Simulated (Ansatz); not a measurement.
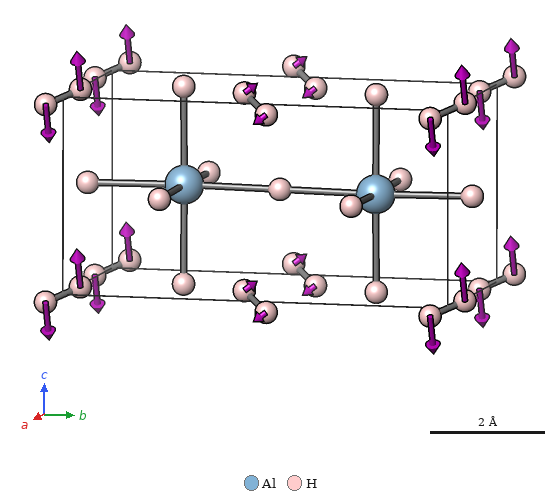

This is a relaxation of crystalline AlH₅ (a generated structure, set up in P-1). The starting structure is drawn; purple arrows show the displacements, 30 times their true length.

A ball-and-stick model of the cell of the calculation, reduced to other axes, seen slightly off an axis. Lengths and directions refer to the drawn axes.

Computed with Ansatz 0.2.0, DFT PBE, scalar-relativistic, plane waves, PAW. (plane-wave cutoff 420 eV; k-point mesh 10 × 10 × 6; occupations fixed; no spin polarisation; cell and atoms relaxed; force threshold 0.001 eV/Å; at most 60 steps)

Describe the change and its energy.

The energy falls by less than 0.05 meV per atom in 8 accepted moves (12 points after the start). The largest force component goes from 0.0058 to 0.00054 eV/Å. Pressure: 0.01 GPa at the start and 0.00 GPa at the end. The line search rejected the trial steps at points 6, 8, 10 of the run. At 1 point the geometry stayed and the basis and grid were re-selected for the new cell (energy shift of less than 0.05 meV per atom at most each time). The largest moves relative to the cell, 0.029 Å, are those of H atoms. Largest moves by element: H 0.029 Å, Al 0.002 Å. The drawn cell changes at constant volume: a unchanged at 3.513 Å, b 7.017 → 7.018 Å (0.0 %), c 3.524 → 3.523 Å (0.0 %). The space group stays P-1 (No. 2). The run took 6.2 min on 1 thread of Intel(R) Xeon(R) Processor @ 2.70GHz, with other jobs on the host, peak memory 0.71 GiB.
